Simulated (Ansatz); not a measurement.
**A series of single points on Rb**

System: Rb (1 atom in the cell).
Method: DFT, revPBE, plane waves (420 eV) with PAW, scalar-relativistic, no spin polarisation (Ansatz 0.2.0).

The 6 runs differ only in the geometry, by an even scaling of the cell at fixed fractional positions.

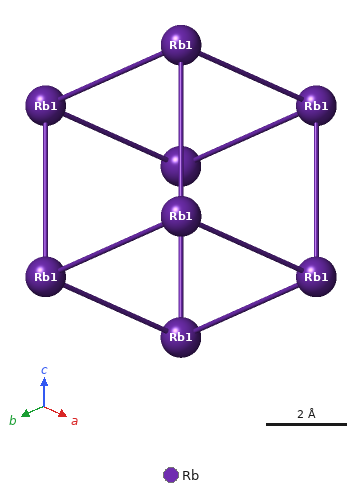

Figure 1. The structure of run 4 (ball-and-stick view of the cell of the calculation, seen at an oblique angle; atoms are numbered from 1 in the order of the input).

**Input of run 4**
```yaml
crystal:
  lattice:
    - [4.821805911, 0.0, 0.0]
    - [0.0, 4.821805911, 0.0]
    - [0.0, 0.0, 4.821805911]
  atoms:
    - { symbol: Rb, position: [0.0, 0.0, 0.0] }
hamiltonian:
  xc: revpbe
  pseudopotentials:
    kind: paw
    azcp:
      Rb: "pseudopotentials/Rb.paw.azcp"
basis:
  ecutwfc: 420
  fft_grid_basis: typed
kpoints:
  mp_grid: { grid: [8, 8, 8], shift: [0, 0, 0] }
magnetization:
  spin_polarized: false
scf:
  occupations: { method: fermi_dirac, width: 0.1 }
  lower_state_search: "off"
output:
  stress: true
```

Lattice vectors (Å) and fractional positions of run 4:
```
   4.821806    0.000000    0.000000
   0.000000    4.821806    0.000000
   0.000000    0.000000    4.821806
Rb  0.000000  0.000000  0.000000
```

Run 5 differs from it as follows:
```diff
-    - [4.821805911, 0.0, 0.0]
-    - [0.0, 4.821805911, 0.0]
-    - [0.0, 0.0, 4.821805911]
+    - [4.8828479089, 0.0, 0.0]
+    - [0.0, 4.8828479089, 0.0]
+    - [0.0, 0.0, 4.8828479089]
```

**Results, with one run withheld**

```csv
run,volume per atom (Å³),"free energy per atom, from the lowest run given (meV)",pressure (GPa)
1,94.859,10.94,0.30
2,103.483,1.12,0.08
3,107.794,0.00,0.00
4,112.106,0.83,−0.06
5,116.418,?,?
6,120.730,7.04,−0.16
```

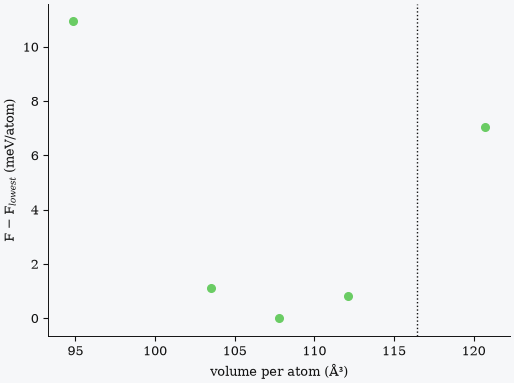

Figure 2. Free energy per atom of the runs given; the dotted line marks run 5.

Fit the runs given and predict run 5.

A cubic polynomial in V^(−2/3) (the Birch–Murnaghan form), fitted to the 5 runs given, misses them by under 0.01 meV per atom. With x = V^(−2/3) − 0.04431 Å⁻², it reads F = 0.029986 + 293.29 x + 6.9731e+05 x² − 1.7973e+06 x³ (meV per atom). At run 5 it gives 3.27 meV per atom, and the run itself gives 3.27. The slope of the fit gives a pressure −dF/dV of −0.12 GPa there, and the run prints −0.12 GPa. The fit has its minimum at 107.980 Å³ per atom, where V d²F/dV² gives 1.79 GPa: the bulk modulus at this level, since symmetry fixes the shape and the positions.

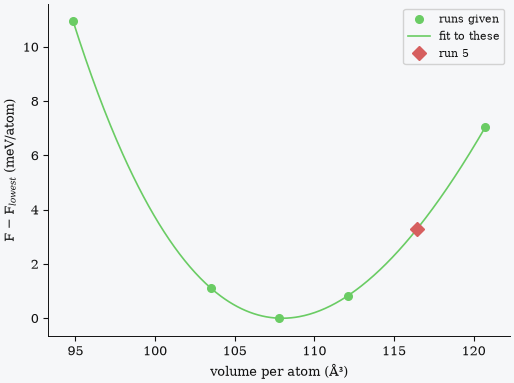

Figure 3. The fit and the withheld run.

**Output, shortened to warnings, some set-up lines, iterations and results (run 5)**
```
Basis set: ecut = 420 eV, 2301 PW (Γ)
Symmetry: 48 space group operations
k-points: 35 of 512
Initial density: superposition of atomic densities (neutral atoms: chi_scale 0, normalization atom), corrected by the library's trained network
[...]
SCF iter   1: F=—  HF=-3272.113831 eV  |F-HF|=—  |Δ(HF+E_count)|=         —  Δρ=8.06e-4  dr2=7.42e-4  ethr=1.77e-3  ⟨swp⟩=8.5  Hψ=2642  notcnv=0
SCF iter   2: F=—  HF=-3272.114564 eV  |F-HF|=—  |Δ(HF+E_count)|=   7.34e-4  Δρ=5.68e-4  dr2=3.58e-4  ethr=8.24e-6  ⟨swp⟩=2.2  Hψ=730  notcnv=0
SCF iter   3: F=—  HF=-3272.114674 eV  |F-HF|=—  |Δ(HF+E_count)|=   1.09e-4  Δρ=1.27e-4  dr2=5.21e-6  ethr=3.98e-6  ⟨swp⟩=2.7  Hψ=499  notcnv=0
SCF iter   4: F=—  HF=-3272.114676 eV  |F-HF|=—  |Δ(HF+E_count)|=   2.65e-6  Δρ=3.87e-5  dr2=7.30e-7  ethr=5.79e-8  ⟨swp⟩=2.5  Hψ=493  notcnv=0
SCF iter   5: F=—  HF=-3272.114677 eV  |F-HF|=—  |Δ(HF+E_count)|=   8.89e-7  Δρ=1.24e-5  dr2=1.28e-7  ethr=8.11e-9  ⟨swp⟩=2.7  Hψ=497  notcnv=0
SCF iter   6: F=-3272.114677 eV  HF=-3272.114677 eV  |F-HF|=3.39e-9  |Δ(HF+E_count)|=   7.97e-8  Δρ=3.05e-6  dr2=7.43e-9  ethr=1.11e-9  ⟨swp⟩=4.3  Hψ=917  notcnv=0
SCF 1 converged in 6 iterations: F = -3272.114677 eV  dr2 = 7.43e-9
SCF converged after 6 iterations
Free energy (F): -3272.114677 eV
Harris-Foulkes:  -3272.114677 eV  (|F-HF|=3.39e-9)
Internal energy: -3272.084747 eV  (E = F + TS)
E sigma→0 (E₀):  -3272.099712 eV
Entropy (-TS):   -0.029930 eV (-29.930 meV/atom)
Fermi energy:    1.158483 eV
--- Per-component energies (eV) ---
  E_band       = -128.413772
  E_kinetic    = 190.493364
  E_local      = -768.848800  (includes V_loc(G=0)·N_el)
  E_nonlocal   = 172.673564
  E_hartree    = 224.318754
  E_xc         = -129.521731
  E_vxc        = -134.987160  (∫ρ·V_xc dr)
  E_paw        = -2622.278383  (= ΣΔE_a)
  E_vpaw       = -36.382138  (= ΣTr[D̂ρ^β])
  E_aug_tail   = -0.000001  (compensation charges beyond the density's cutoff)
  E_ewald      = -338.874194
  E_core_change = -0.047319  (= ΣΔE_core)
  E_smearing   = -0.029930  (= −TS)
  E_closure    = 0.000000  (closes the sum)
  Σ components = -3272.114677   (vs F -3272.114677, Δ=0.00e0)
--- Stress (GPa, compression-positive) ---
       -0.116926      -0.000000       0.000000
       -0.000000      -0.116926       0.000000
        0.000000       0.000000      -0.116926
  P = ⅓ Tr σ = -0.1169 GPa (-1.169 kbar)
```
